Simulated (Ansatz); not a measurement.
Geometry relaxation, with input and output: Ni₃Si (part 2 of 2)

Continued. System: Ni₃Si (R-3m, 4 atoms in the cell). Method: DFT PBEsol, scalar-relativistic, plane waves, PAW (Ansatz 0.2.0); cutoff 420 eV, 18×18×18 k-mesh, Gaussian smearing of 0.1 eV, collinear spins. The structure derives from a Materials Project entry. The run did not end well.

### The program's output, continued
```
SCF iter   1: F=—  HF=-18037.241249 eV  |F-HF|=—  |Δ(HF+E_count)|=         —  Δρ=6.48e-5 (↑6.48e-5 ↓3.69e-5)  dr2=1.98e-6  dr2_m=3.95e-7  M=0.207 μB ∫|m|=0.246 μB  β_m=0.65  ethr=3.76e-9  ⟨swp⟩=2.0  Hψ=180442  notcnv=0
preconditioner: auto → none  [metal: Δε(μ)=0.003 eV  Ē_g=8.154 eV  σ=0.100 eV  W_gap=0.02  n_scr=4 (ndim 8)  ℏωp=33.0 eV  f_vac=0.000  D(μ)=3.88/eV (n_scr^D=50)]
SCF iter   2: F=—  HF=-18037.241251 eV  |F-HF|=—  |Δ(HF+E_count)|=   1.16e-6  Δρ=1.08e-4 (↑5.91e-5 ↓1.08e-4)  dr2=1.20e-5  dr2_m=6.17e-7  M=0.207 μB ∫|m|=0.246 μB  β_m=0.30  ethr=3.41e-9  ⟨swp⟩=2.0  Hψ=75864  notcnv=0
SCF iter   3: F=—  HF=-18037.241249 eV  |F-HF|=—  |Δ(HF+E_count)|=   1.67e-6  Δρ=2.55e-5 (↑2.55e-5 ↓1.70e-5)  dr2=4.60e-7  dr2_m=1.53e-7  M=0.207 μB ∫|m|=0.246 μB  β_m=0.32  ethr=3.41e-9  ⟨swp⟩=2.7  Hψ=76517  notcnv=0
SCF iter   4: F=—  HF=-18037.241249 eV  |F-HF|=—  |Δ(HF+E_count)|=   6.80e-8  Δρ=3.01e-5 (↑2.12e-5 ↓3.01e-5)  dr2=3.63e-7  dr2_m=2.48e-7  M=0.207 μB ∫|m|=0.246 μB  β_m=0.33  ethr=7.94e-10  ⟨swp⟩=2.0  Hψ=57495  notcnv=0
SCF iter   5: F=—  HF=-18037.241249 eV  |F-HF|=—  |Δ(HF+E_count)|=   2.16e-7  Δρ=1.47e-5 (↑1.29e-5 ↓1.47e-5)  dr2=1.16e-7  dr2_m=5.53e-8  M=0.207 μB ∫|m|=0.245 μB  β_m=0.38  ethr=6.26e-10  ⟨swp⟩=1.8  Hψ=48968  notcnv=0
SCF iter   6: F=—  HF=-18037.241249 eV  |F-HF|=—  |Δ(HF+E_count)|=   8.19e-8  Δρ=1.13e-5 (↑3.22e-6 ↓1.13e-5)  dr2=6.13e-8  dr2_m=8.17e-9  M=0.206 μB ∫|m|=0.245 μB  β_m=0.39  ethr=2.00e-10  ⟨swp⟩=2.0  Hψ=59594  notcnv=0
SCF iter   7: F=—  HF=-18037.241249 eV  |F-HF|=—  |Δ(HF+E_count)|=   7.09e-9  Δρ=1.82e-6 (↑1.45e-6 ↓1.82e-6)  dr2=1.09e-9  dr2_m=7.65e-10  M=0.206 μB ∫|m|=0.245 μB  β_m=0.66  ethr=1.06e-10  ⟨swp⟩=2.0  Hψ=57505  notcnv=0
SCF iter   8: F=-18037.241249 eV  HF=-18037.241249 eV  |F-HF|=1.41e-9  |Δ(HF+E_count)|=  5.09e-10  Δρ=1.38e-6 (↑1.38e-6 ↓6.89e-7)  dr2=1.62e-9  dr2_m=5.85e-11  M=0.206 μB ∫|m|=0.245 μB  ethr=1.88e-12  ⟨swp⟩=2.1  Hψ=127723  notcnv=0
SCF 6 converged in 8 iterations: F = -18037.241249 eV  dr2 = 1.62e-9
relax step   6: F+E_penalty+E_count = -18037.24124930 eV  Δ(F+E_penalty+E_count) = -6.436e-6 eV  max|allowed force component| = 1.489e-4 eV/Å  Δτ_max = 0.0001 Å  P = -0.001 GPa  Ω = 42.929 Å³  energy of the carried Pulay correction = +4.458e-4 eV  (8 SCF iters, dr2 threshold 2.69e-8 eV, accepted)
Initial wavefunctions: pseudopotential atomic-orbital guess (no wavefunctions were taken with the density)
iter 1 solved again at ethr=4.72e-7 eV; its pass at ethr=3.10e-3 eV (dr2=2.74e-4 eV) is discarded
SCF iter   1: F=—  HF=-18037.240797 eV  |F-HF|=—  |Δ(HF+E_count)|=         —  Δρ=2.34e-5 (↑2.22e-5 ↓2.34e-5)  dr2=1.68e-7  dr2_m=3.98e-9  M=0.206 μB ∫|m|=0.245 μB  β_m=0.65  ethr=4.72e-7  ⟨swp⟩=3.0  Hψ=260856  notcnv=0
eigensolver tolerance schedule: the retry pair's looser diagonalisation over-reported the residual by 1632.14 of it (diagonalisation noise at 0.33 of the residual, at the tolerance the schedule requests for it); recorded, not acted on — ethr = c·dr2/N_el stays at c = 1.0e-1
SCF iter   2: F=—  HF=-18037.240800 eV  |F-HF|=—  |Δ(HF+E_count)|=   2.57e-6  Δρ=2.59e-5 (↑2.59e-5 ↓2.35e-5)  dr2=8.66e-7  dr2_m=8.87e-9  M=0.206 μB ∫|m|=0.245 μB  β_m=0.30  ethr=2.89e-10  ⟨swp⟩=2.8  Hψ=81044  notcnv=0
SCF iter   3: F=—  HF=-18037.240800 eV  |F-HF|=—  |Δ(HF+E_count)|=   1.78e-7  Δρ=1.07e-5 (↑8.70e-6 ↓1.07e-5)  dr2=1.12e-7  dr2_m=1.66e-9  M=0.206 μB ∫|m|=0.245 μB  β_m=0.30  ethr=2.89e-10  ⟨swp⟩=2.0  Hψ=75813  notcnv=0
SCF iter   4: F=—  HF=-18037.240800 eV  |F-HF|=—  |Δ(HF+E_count)|=   1.25e-8  Δρ=8.98e-6 (↑5.33e-6 ↓8.98e-6)  dr2=1.06e-7  dr2_m=2.71e-9  M=0.206 μB ∫|m|=0.245 μB  β_m=0.22  ethr=1.93e-10  ⟨swp⟩=2.0  Hψ=56750  notcnv=0
SCF iter   5: F=—  HF=-18037.240800 eV  |F-HF|=—  |Δ(HF+E_count)|=   4.76e-9  Δρ=3.76e-6 (↑2.44e-6 ↓3.76e-6)  dr2=9.98e-9  dr2_m=4.26e-10  M=0.206 μB ∫|m|=0.245 μB  β_m=0.35  ethr=1.83e-10  ⟨swp⟩=1.0  Hψ=41823  notcnv=0
SCF iter   6: F=—  HF=-18037.240800 eV  |F-HF|=—  |Δ(HF+E_count)|=   6.50e-9  Δρ=2.59e-6 (↑1.63e-6 ↓2.59e-6)  dr2=2.38e-9  dr2_m=7.83e-10  M=0.206 μB ∫|m|=0.245 μB  β_m=0.53  ethr=1.72e-11  ⟨swp⟩=2.1  Hψ=52305  notcnv=0
SCF iter   7: F=—  HF=-18037.240800 eV  |F-HF|=—  |Δ(HF+E_count)|=   9.26e-9  Δρ=1.97e-6 (↑1.37e-6 ↓1.97e-6)  dr2=1.77e-9  dr2_m=1.07e-9  M=0.206 μB ∫|m|=0.245 μB  β_m=0.77  ethr=4.10e-12  ⟨swp⟩=2.0  Hψ=62225  notcnv=0
SCF iter   8: F=—  HF=-18037.240800 eV  |F-HF|=—  |Δ(HF+E_count)|=   2.47e-9  Δρ=1.09e-6 (↑1.09e-6 ↓7.59e-7)  dr2=3.63e-10  dr2_m=2.47e-10  M=0.206 μB ∫|m|=0.245 μB  β_m=0.74  ethr=3.04e-12  ⟨swp⟩=2.0  Hψ=64147  notcnv=0
SCF iter   9: F=—  HF=-18037.240800 eV  |F-HF|=—  |Δ(HF+E_count)|=  2.66e-10  Δρ=4.84e-7 (↑4.84e-7 ↓1.77e-7)  dr2=7.57e-11  dr2_m=3.73e-11  M=0.206 μB ∫|m|=0.245 μB  β_m=0.76  ethr=1.00e-12  ⟨swp⟩=2.1  Hψ=55405  notcnv=0
SCF iter  10: F=—  HF=-18037.240800 eV  |F-HF|=—  |Δ(HF+E_count)|=  8.37e-11  Δρ=3.48e-7 (↑2.66e-7 ↓3.48e-7)  dr2=1.78e-10  dr2_m=1.04e-12  M=0.206 μB ∫|m|=0.245 μB  β_m=0.85  ethr=1.00e-12  ⟨swp⟩=1.3  Hψ=42553  notcnv=0
SCF iter  11: F=—  HF=-18037.240800 eV  |F-HF|=—  |Δ(HF+E_count)|=  2.07e-10  Δρ=1.87e-7 (↑9.51e-8 ↓1.87e-7)  dr2=9.22e-11  dr2_m=1.02e-12  M=0.206 μB ∫|m|=0.245 μB  β_m=0.71  ethr=1.00e-12  ⟨swp⟩=2.0  Hψ=52114  notcnv=0
SCF iter  12: F=—  HF=-18037.240800 eV  |F-HF|=—  |Δ(HF+E_count)|=  6.55e-11  Δρ=6.94e-8 (↑6.94e-8 ↓6.34e-8)  dr2=1.38e-12  dr2_m=1.57e-12  M=0.206 μB ∫|m|=0.245 μB  β_m=0.72  ethr=1.00e-12  ⟨swp⟩=1.6  Hψ=42993  notcnv=0
SCF iter  13: F=—  HF=-18037.240800 eV  |F-HF|=—  |Δ(HF+E_count)|=  3.64e-12  Δρ=4.45e-8 (↑1.08e-8 ↓4.45e-8)  dr2=1.66e-12  dr2_m=2.31e-13  M=0.206 μB ∫|m|=0.245 μB  β_m=0.68  ethr=1.00e-12  ⟨swp⟩=1.0  Hψ=41760  notcnv=0
```

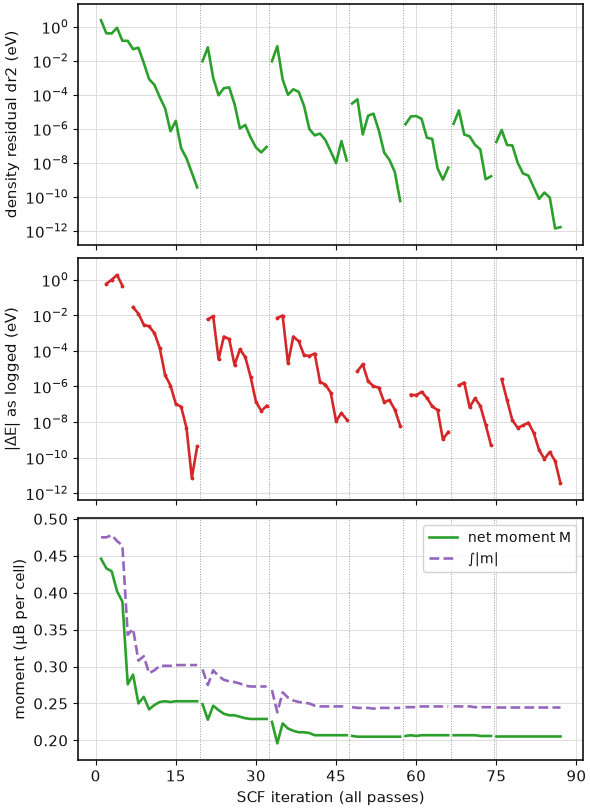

**Figure 1.** Convergence of the self-consistent field: density residual dr2, size of the energy change and magnetic moment against the SCF iteration. Dotted lines part the SCF passes that the log prints in full. The net moment goes from 0.4 to 0.2 μB per cell.

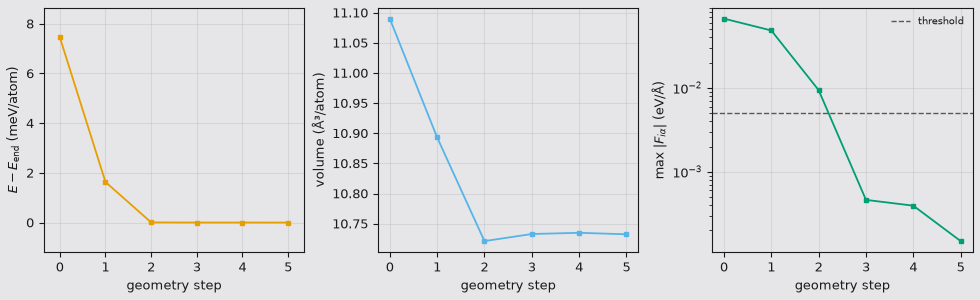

**Figure 2.** Progress of the relaxation, step by step (the first geometry is step 0 here and step 1 in the log).

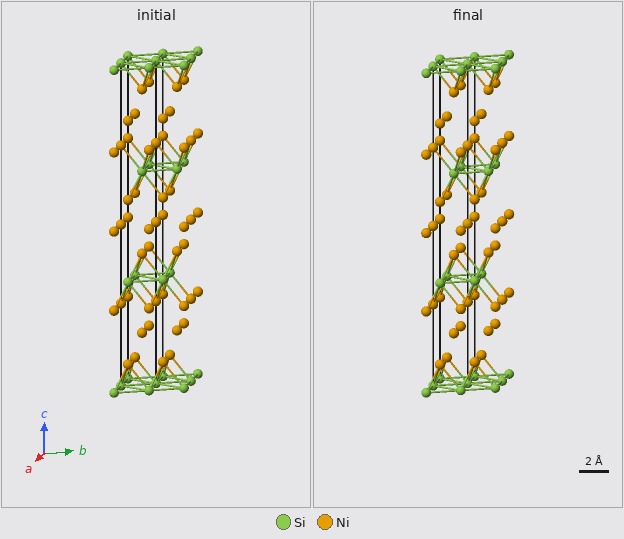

**Figure 3.** Before (left) and after (right) the relaxation, at one scale (ball-and-stick view of the cell 3 times as large as that of the calculation, set on its symmetry axes, repeated 2 × 2 × 1, seen slightly off an axis). The run was cut off at its time limit before the program reported convergence, but its last step already meets the force threshold: the largest component is 0.00015 eV/Å against 0.005 eV/Å. The pressure is within 0.01 GPa of its target. No atom moves by more than 0.005 Å relative to the cell. Cell: a = b 2.586 → 2.557 Å (−1.1 %), c 22.986 → 22.748 Å (−1.0 %). Volume −3.2 %. Among the contacts that change: Si1–Si1 2.586 → 2.557 Å, Si1–Ni2 2.344 → 2.321 Å. The space group stays R-3m (No. 166). The energy falls by 7.5 meV per atom in 5 geometry steps. Largest force component: 0.067 eV/Å at the start, 0.00015 eV/Å at the end. The pressure goes from −6.43 to 0.00 GPa. (Atoms are counted from 1 in the order of the input.)

```
Step cancelled. What follows is not a result of the run: it is the report of the last solve that finished, which converged after 8 SCF iterations.
Magnetization: 0.2064 μB (29.1032 up, 28.8968 down)
Absolute magnetization: 0.2455 μB (∫|ρ↑−ρ↓|, with the PAW one-centre terms)
Spin contamination: 0.0107 ħ² per cell (⟨S²⟩ above its minimum at these occupations)
Per-site moments (μB) at R_I (Å): [(-0.0012584998059224845, 0.957310506672043), (0.021001460915535536, 0.957310506672043), (0.1813479098996948, 1.0255859827508316), (0.021001460915535564, 0.957310506672045)]
Free energy (F): -18037.241249 eV
Harris-Foulkes:  -18037.241249 eV  (|F-HF|=1.41e-9)
Internal energy: -18037.221852 eV  (E = F + TS)
E sigma→0 (E₀):  -18037.231551 eV
Entropy (-TS):   -0.019397 eV (-4.849 meV/atom)
Fermi energy:    17.431071 eV
--- Per-component energies (eV) ---
  E_band       = -845.244024
  E_kinetic    = 899.023092
  E_local      = -12487.167527  (includes V_loc(G=0)·N_el)
  E_nonlocal   = 1936.012579
  E_hartree    = 5381.852101
  E_xc         = -312.278179
  E_vxc        = -380.299231  (∫ρ·V_xc dr)
  E_paw        = -5285.600512  (= ΣΔE_a)
  E_vpaw       = -1576.523984  (= ΣTr[D̂ρ^β])
  E_aug_tail   = 0.001091  (compensation charges beyond the density's cutoff)
  E_ewald      = -8169.687925
  E_core_change = 0.623427  (= ΣΔE_core)
  E_smearing   = -0.019397  (= −TS)
  E_closure    = -0.000000  (closes the sum)
  Σ components = -18037.241249   (vs F -18037.241249, Δ=0.00e0)
--- Forces (eV/Å), atoms counted from 1 ---
  atom   1  Si    -0.00000000     0.00000000     0.00000000
  atom   2  Ni     0.00000000     0.00000000    -0.00014888
  atom   3  Ni     0.00000000     0.00000000    -0.00000000
  atom   4  Ni    -0.00000000    -0.00000000     0.00014888
  max |Σ_I F_I| component: 9.25e-18 eV/Å
--- Stress (GPa, compression-positive) ---
       -0.052077      -0.000000       0.000000
       -0.000000      -0.052077       0.000000
        0.000000       0.000000      -0.051795
  P = ⅓ Tr σ = -0.0520 GPa (-0.520 kbar)
--- Band table (eV; the first three rows and the last of 1160) ---
  k-point 0 ↑: bands = ["-85.5707", "-85.5701", "-85.2778", "-46.3474", "-46.3385", "-45.9430", "-45.9430", "-45.9422", "-45.9422", "-45.7719", "-45.7719", "-45.7537", "3.3650", "9.0821", "9.8203", "12.8879", "14.4641", "15.3410", "15.3410", "15.4342", "15.4592", "15.4592", "15.4785", "15.4785", "16.1183", "16.1502", "16.1502", "16.2921", "16.2921", "16.9679", "16.9679", "21.5511", "29.7225", "29.8730", "29.8730", "30.5471"]
  k-point 1 ↑: bands = ["-85.5702", "-85.5696", "-85.2774", "-46.3466", "-46.3381", "-45.9470", "-45.9464", "-45.9440", "-45.9431", "-45.7756", "-45.7728", "-45.7532", "3.4542", "9.1689", "9.9209", "12.9509", "14.4656", "15.2977", "15.3113", "15.3755", "15.4150", "15.4890", "15.5153", "15.5338", "15.8276", "16.1157", "16.1400", "16.3121", "16.3755", "16.9705", "17.3076", "21.5939", "28.3116", "28.9286", "29.7928", "31.1126"]
  k-point 2 ↑: bands = ["-85.5687", "-85.5682", "-85.2760", "-46.3444", "-46.3369", "-45.9586", "-45.9579", "-45.9470", "-45.9459", "-45.7863", "-45.7754", "-45.7517", "3.7207", "9.4274", "10.2158", "13.1306", "14.4621", "15.0996", "15.1326", "15.2319", "15.4581", "15.5284", "15.5722", "15.6329", "15.6346", "16.0453", "16.0920", "16.3550", "16.4575", "16.9768", "17.9576", "21.7236", "26.2308", "27.8593", "29.4665", "31.4243"]
  k-point 579 ↓: bands = ["-85.5428", "-85.5426", "-85.0565", "-46.3097", "-46.3007", "-45.9209", "-45.9209", "-45.9204", "-45.9204", "-45.5972", "-45.5271", "-45.5271", "3.3824", "8.3578", "11.5831", "12.0585", "14.3696", "15.3529", "15.3529", "15.4615", "15.4910", "15.4910", "15.5647", "15.6408", "15.6408", "16.1118", "16.1118", "16.4396", "16.4396", "17.1028", "17.1028", "23.8078", "26.2065", "29.8782", "29.8782", "30.5385"]
End of that report.
Error: SIGTERM received: cancelled by the caller after 13 completed SCF iterations
```

### Trajectory as extended XYZ (Å, eV, eV/Å), 6 frames, from step=1 to step=6
```
4
Lattice="1.2928 0.7464 7.6620 -1.2928 0.7464 7.6620 0.0000 -1.4928 7.6620" Properties=species:S:1:pos:R:3:forces:R:3 step=1 energy=-18037.21141 pressure_GPa=-6.43
Si    0.0000    0.0000    0.0000    0.0000   0.0000   0.0000
Ni    0.0000    0.0000   17.1307    0.0000   0.0000  -0.0670
Ni    0.0000    0.0000   11.4930    0.0000   0.0000   0.0000
Ni    0.0000    0.0000    5.8553    0.0000   0.0000   0.0670
4
Lattice="1.2845 0.7416 7.6229 -1.2845 0.7416 7.6229 0.0000 -1.4833 7.6229" Properties=species:S:1:pos:R:3:forces:R:3 step=2 energy=-18037.23472 pressure_GPa=-3.09
Si    0.0000    0.0000    0.0000    0.0000   0.0000   0.0000
Ni    0.0000    0.0000   17.0461    0.0000   0.0000  -0.0484
Ni    0.0000    0.0000   11.4344    0.0000   0.0000   0.0000
Ni    0.0000    0.0000    5.8227    0.0000   0.0000   0.0484
4
Lattice="1.2777 0.7377 7.5827 -1.2777 0.7377 7.5827 0.0000 -1.4754 7.5827" Properties=species:S:1:pos:R:3:forces:R:3 step=3 energy=-18037.24122 pressure_GPa=0.19
Si    0.0000    0.0000    0.0000    0.0000   0.0000   0.0000
Ni    0.0000    0.0000   16.9570    0.0000   0.0000  -0.0094
Ni    0.0000    0.0000   11.3740    0.0000   0.0000   0.0000
Ni    0.0000    0.0000    5.7911    0.0000   0.0000   0.0094
4
Lattice="1.2786 0.7382 7.5806 -1.2786 0.7382 7.5806 0.0000 -1.4764 7.5806" Properties=species:S:1:pos:R:3:forces:R:3 step=4 energy=-18037.24124 pressure_GPa=-0.00
Si    0.0000    0.0000    0.0000    0.0000   0.0000   0.0000
Ni    0.0000    0.0000   16.9516    0.0000   0.0000  -0.0005
Ni    0.0000    0.0000   11.3710    0.0000   0.0000   0.0000
Ni    0.0000    0.0000    5.7903    0.0000   0.0000   0.0005
4
Lattice="1.2784 0.7381 7.5845 -1.2784 0.7381 7.5845 0.0000 -1.4762 7.5845" Properties=species:S:1:pos:R:3:forces:R:3 step=5 energy=-18037.24124 pressure_GPa=-0.06
Si    0.0000    0.0000    0.0000    0.0000   0.0000   0.0000
Ni    0.0000    0.0000   16.9601    0.0000   0.0000  -0.0004
Ni    0.0000    0.0000   11.3767    0.0000   0.0000   0.0000
Ni    0.0000    0.0000    5.7934    0.0000   0.0000   0.0004
4
Lattice="1.2784 0.7381 7.5827 -1.2784 0.7381 7.5827 0.0000 -1.4762 7.5827" Properties=species:S:1:pos:R:3:forces:R:3 step=6 energy=-18037.24125 pressure_GPa=-0.00
Si    0.0000    0.0000    0.0000    0.0000   0.0000   0.0000
Ni    0.0000    0.0000   16.9562    0.0000   0.0000  -0.0001
Ni    0.0000    0.0000   11.3741    0.0000   0.0000   0.0000
Ni    0.0000    0.0000    5.7920    0.0000   0.0000   0.0001
```

This output came from the following input.

### The input
```yaml
crystal:
  lattice:
    - [1.2928041287, 0.7464008117, 7.661989331]
    - [-1.2928041287, 0.7464008117, 7.661989331]
    - [0.0, -1.4928016234, 7.661989331]
  atoms:
    - { symbol: Si, position: [0.0, 0.0, 0.0] }
    - { symbol: Ni, position: [0.745267, 0.745267, 0.745267] }
    - { symbol: Ni, position: [0.5, 0.5, 0.5], spin: 0.41 }
    - { symbol: Ni, position: [0.254733, 0.254733, 0.254733] }
basis:
  ecutwfc: 420
kpoints:
  mp_grid: { grid: [18, 18, 18] }
hamiltonian:
  xc: pbesol
scf:
  occupations: { method: gaussian, width: 0.1 }
output:
  forces: true
  stress: true
  eigenvalues: true
  populations: true
magnetization:
  spin_polarized: true
relax:
  adjacent_minimum: "off"
  f_tol: 0.005
  max_steps: 80
  cell: { stress_tol: 0.05 }
```

Command:
```bash
ansatz run input.yaml --threads 1 --pin off --max-ram 2560MiB --backend cpu --events-out ev --progress --plain --runs-dir out
```

### Outcome

```json
{"quantity": "outcome", "value": "stopped at the time limit"}
{"quantity": "space group (tolerance 0.01 Å)", "value": "R-3m (166)"}
{"quantity": "final cell", "value": "a = 7.725 Å, b = 7.725 Å, c = 7.725 Å, α = 19.05°, β = 19.05°, γ = 19.05°"}
{"quantity": "hardware", "value": "1 thread of Oxide Virtual Turin-like (Zen 5), 32 GiB of memory available, shared host"}
{"quantity": "wall time", "value": "13 min"}
{"quantity": "peak memory", "value": "1.5 GiB"}
```

### What went wrong

The run was cut off by its time limit, so the output is incomplete.
